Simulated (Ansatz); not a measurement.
## A series of single points on ZrS

System: ZrS (I4/mmm, 2 atoms in the cell).
Method: DFT PBEsol, scalar-relativistic, plane waves, PAW, no spin polarisation (Ansatz 0.2.0).

The 5 runs differ only in the geometry, by a strain of the cell at fixed fractional positions. Against run 3, the strain is εxx = η and εyy = η. The structure derives from an entry of the Crystallography Open Database.

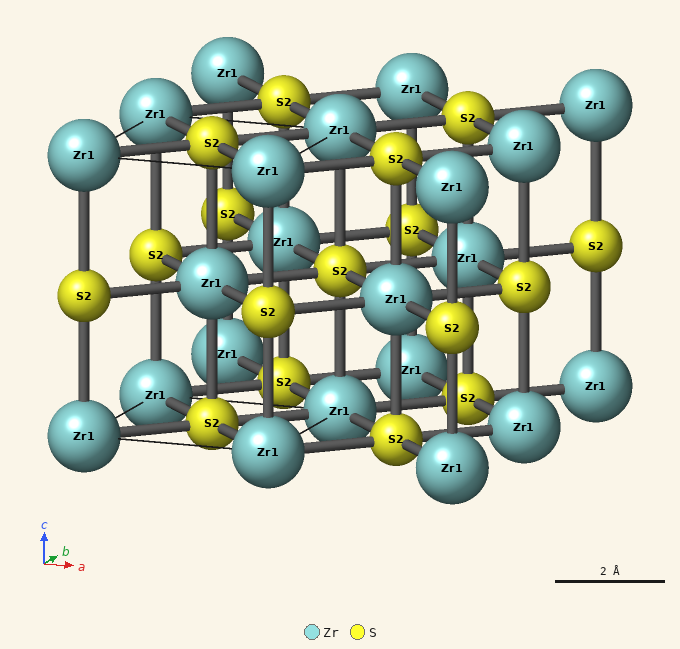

Figure 1. The structure of run 3 (ball-and-stick view of the cell 2 times as large as that of the calculation, set on its symmetry axes, repeated 2 × 2 × 1, seen slightly off an axis; atoms are numbered from 1 in the order of the input).

## Input of run 3
```yaml
crystal:
  lattice:
    - [0.0, 2.58307535, 2.6605676105]
    - [2.58307535, 0.0, 2.6605676105]
    - [2.58307535, 2.58307535, 0.0]
  atoms:
    - { symbol: Zr, position: [0.0, 0.0, 0.0] }
    - { symbol: S, position: [0.5, 0.5, 0.5] }
basis:
  ecutwfc: 420
kpoints:
  mp_grid: { grid: [20, 20, 20] }
hamiltonian:
  xc: pbesol
scf:
  occupations: { method: gaussian, width: 0.15 }
output:
  forces: true
  stress: true
  eigenvalues: true
```

Command:
```bash
ansatz run input.yaml --threads 2 --pin off --max-ram 5120MiB --backend cpu --events-out ev --progress --plain --runs-dir out
```

Lattice vectors (Å) and fractional positions of run 3:
```
   0.000000    2.583075    2.660568
   2.583075    0.000000    2.660568
   2.583075    2.583075    0.000000
Zr  0.000000  0.000000  0.000000
S   0.500000  0.500000  0.500000
```

Run 4 differs from it as follows:
```diff
-    - [0.0, 2.58307535, 2.6605676105]
-    - [2.58307535, 0.0, 2.6605676105]
-    - [2.58307535, 2.58307535, 0.0]
+    - [0.0, 2.6218214802, 2.6605676105]
+    - [2.6218214802, 0.0, 2.6605676105]
+    - [2.6218214802, 2.6218214802, 0.0]
```

## Results, with one run withheld

```tsv
run	strain parameter η (%)	free energy per atom, from the lowest run given (meV)	pressure (GPa)
1	−3.0000	34.07	6.49
2	−1.5000	5.57	0.87
3	0.0000	0.00	−3.80
4	1.5000	?	?
5	3.0000	43.55	−10.78
```

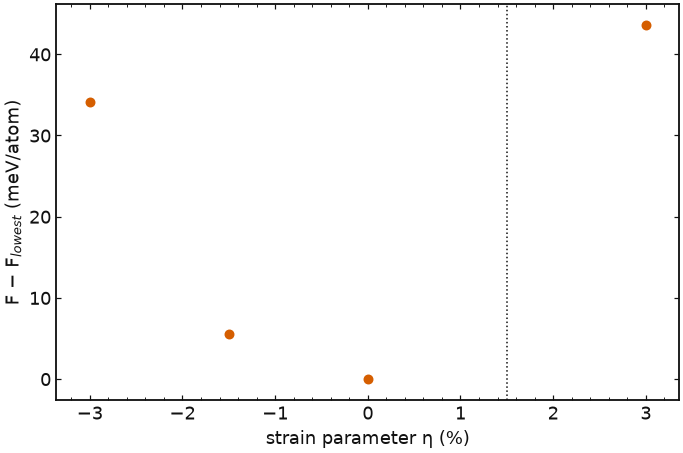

Figure 2. Free energy per atom of the runs given; the dotted line marks run 4.

Fit the runs given and predict run 4.

A quadratic polynomial in the coordinate, fitted to the 4 runs given, misses them by at most 1.03 meV per atom. With x = η + 0.3750, it reads F = −0.77722 − 1.6221 x + 4.3834 x² (meV per atom). At run 4 it gives 11.59 meV per atom, and the run itself gives 13.73. The fit has its minimum at η = −0.1900 %. So low a polynomial doesn't follow these energies more closely.

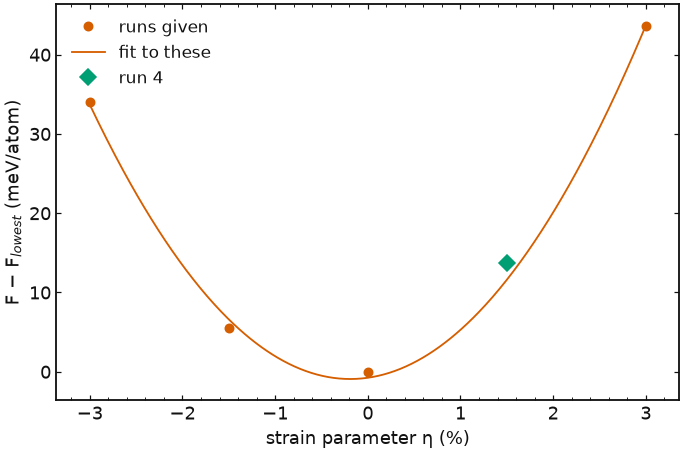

Figure 3. The fit and the withheld run.

## Output, shortened to warnings, some set-up lines, iterations and results (run 4)
```
Basis set: ecut = 420 eV, 725 PW (Γ), exchange–correlation on 50×50×50 points (8 copies of the dense FFT grid, shifted against one another)
Symmetry: 16 space group operations
k-points: 641 of 8000
Initial density: superposition of atomic densities (neutral atoms: chi_scale 0, normalization atom), corrected by the library's trained network
[...]
SCF iter   1: F=—  HF=-5016.558660 eV  |F-HF|=—  |Δ(HF+E_count)|=         —  Δρ=3.92e-3  dr2=6.77e-3  ethr=1.77e-3  ⟨swp⟩=5.3  Hψ=103009  notcnv=0
SCF iter   2: F=—  HF=-5016.555637 eV  |F-HF|=—  |Δ(HF+E_count)|=   3.02e-3  Δρ=2.61e-3  dr2=3.01e-3  ethr=3.76e-5  ⟨swp⟩=1.4  Hψ=16691  notcnv=0
SCF iter   3: F=—  HF=-5016.554802 eV  |F-HF|=—  |Δ(HF+E_count)|=   8.35e-4  Δρ=6.70e-4  dr2=1.21e-4  ethr=1.67e-5  ⟨swp⟩=2.5  Hψ=13963  notcnv=0
SCF iter   4: F=—  HF=-5016.554767 eV  |F-HF|=—  |Δ(HF+E_count)|=   3.49e-5  Δρ=1.95e-4  dr2=9.37e-6  ethr=6.72e-7  ⟨swp⟩=2.8  Hψ=14829  notcnv=0
SCF iter   5: F=—  HF=-5016.554786 eV  |F-HF|=—  |Δ(HF+E_count)|=   1.88e-5  Δρ=3.43e-5  dr2=4.79e-7  ethr=5.21e-8  ⟨swp⟩=2.0  Hψ=14674  notcnv=0
SCF iter   6: F=-5016.554786 eV  HF=-5016.554786 eV  |F-HF|=2.35e-8  |Δ(HF+E_count)|=   2.33e-8  Δρ=9.32e-6  dr2=4.00e-8  ethr=5.56e-10  ⟨swp⟩=7.1  Hψ=45232  notcnv=0
SCF 1 converged in 6 iterations: F = -5016.554786 eV  dr2 = 4.00e-8
SCF converged after 6 iterations
Free energy (F): -5016.554786 eV
Harris-Foulkes:  -5016.554786 eV  (|F-HF|=2.35e-8)
Internal energy: -5016.539853 eV  (E = F + TS)
E sigma→0 (E₀):  -5016.547320 eV
Entropy (-TS):   -0.014933 eV (-7.466 meV/atom)
Fermi energy:    14.283392 eV
--- Per-component energies (eV) ---
  E_band       = -77.125360
  E_kinetic    = 443.029058
  E_local      = -706.397293  (includes V_loc(G=0)·N_el)
  E_nonlocal   = 109.515373
  E_hartree    = 221.661396
  E_xc         = -258.309912
  E_vxc        = -280.115827  (∫ρ·V_xc dr)
  E_paw        = -3484.314639  (= ΣΔE_a)
  E_vpaw       = -86.483983  (= ΣTr[D̂ρ^β])
  E_aug_tail   = 0.000026  (compensation charges beyond the density's cutoff)
  E_ewald      = -1341.951532
  E_core_change = 0.227670  (= ΣΔE_core)
  E_smearing   = -0.014933  (= −TS)
  E_closure    = -0.000000  (closes the sum)
  Σ components = -5016.554786   (vs F -5016.554786, Δ=0.00e0)
--- Forces (eV/Å), atoms counted from 1 ---
  atom   1  Zr    -0.00000000     0.00000000    -0.00000000
  atom   2  S      0.00000000     0.00000000    -0.00000000
  max |Σ_I F_I| component: 3.94e-30 eV/Å
--- Stress (GPa, compression-positive) ---
       -6.600986       0.000000       0.000000
        0.000000      -6.600986       0.000000
        0.000000      -0.000000      -9.722774
  P = ⅓ Tr σ = -7.6416 GPa (-76.416 kbar)
```
